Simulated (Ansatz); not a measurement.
TiO$_{2}$

```yaml
crystal:
  lattice:
    - [4.56227, -4.56227, 0.00000]
    - [4.63123, 4.63123, 0.00000]
    - [0.00000, 0.00000, 2.95367]
  atoms:
    - { symbol: Ti, position: [0.00000, 0.00000, 0.00000] }
    - { symbol: Ti, position: [0.50000, 0.50000, 0.00000] }
    - { symbol: Ti, position: [0.50000, 0.00000, 0.50000] }
    - { symbol: Ti, position: [0.00000, 0.50000, 0.50000] }
    - { symbol: O, position: [0.00000, 0.30461, 0.00000] }
    - { symbol: O, position: [0.50000, 0.80461, 0.00000] }
    - { symbol: O, position: [0.19539, 0.00000, 0.50000] }
    - { symbol: O, position: [0.69539, 0.50000, 0.50000] }
    - { symbol: O, position: [0.50000, 0.19539, 0.00000] }
    - { symbol: O, position: [0.00000, 0.69539, 0.00000] }
    - { symbol: O, position: [0.80461, 0.00000, 0.50000] }
    - { symbol: O, position: [0.30461, 0.50000, 0.50000] }
```

Space group Cmmm; changed on purpose from its base cell (strain +0.0150 x Voigt [0, 0, 0, 0, 0, 1], atoms carried along); computed without spin polarisation.

The calculation used DFT r2SCAN, scalar-relativistic, plane waves, PAW (Ansatz).

The density is the valence pseudo-density of a PAW calculation; it isn't the true density close to the nuclei.

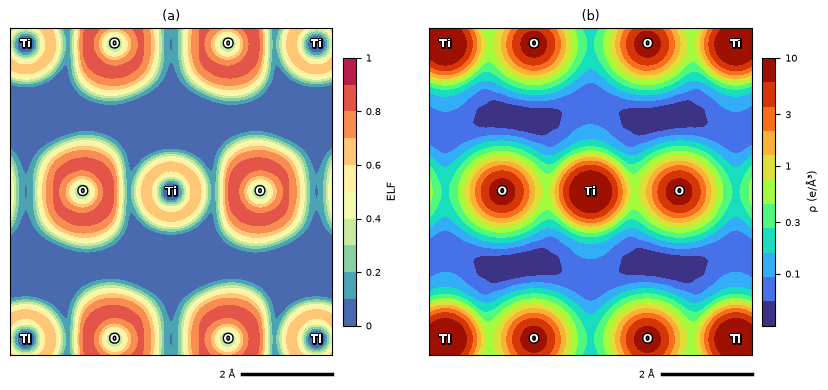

Figure 1. (a) electron localisation function; (b) valence charge density (pseudo) on the (001) plane of the conventional cell.

**Interpret the plot.**

The plane passes through Ti and O nuclei.
Ti–O (1.97 Å): the density is about 0.68 e/Å³ at the midpoint; the ELF peaks at about 0.85 in the valence shell of O, 0.6 Å from its nucleus, and is about 0.20 at the midpoint; no shared electron pair shows on this line.

Between the atoms the lowest density in this plane is 0.03 e/Å³.
The features right at Ti lie inside the PAW spheres, where the map follows smoothed inner orbitals and isn't to be read closely.

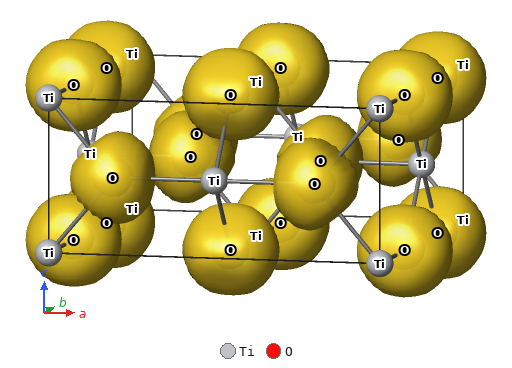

Figure 2. Isosurface of the ELF at 0.7 (yellow), seen slightly off an axis. Core shells and regions of very low density are left out. Sticks mark near contacts.

**What do the ELF domains correspond to?**

The ELF exceeds this value in eight regions wrapped around O (the valence shell of each), counted in one cell of 12 atoms. Regions shared between cells count once.


Ti–O (1.94 Å): the ELF peaks at about 0.80 in the valence shell of O, 0.6 Å from its nucleus, and is about 0.20 at the midpoint; no shared electron pair shows on this line. Ti–O (2.00 Å): the ELF peaks at about 0.85 in the valence shell of O, 0.6 Å from its nucleus, and is about 0.20 at the midpoint (no localised pair shows between them).

**Does the calculation give a band gap?**

It is gapped, with a Kohn–Sham gap of 2.2 eV on the k-point mesh, an upper bound to the gap of this method.
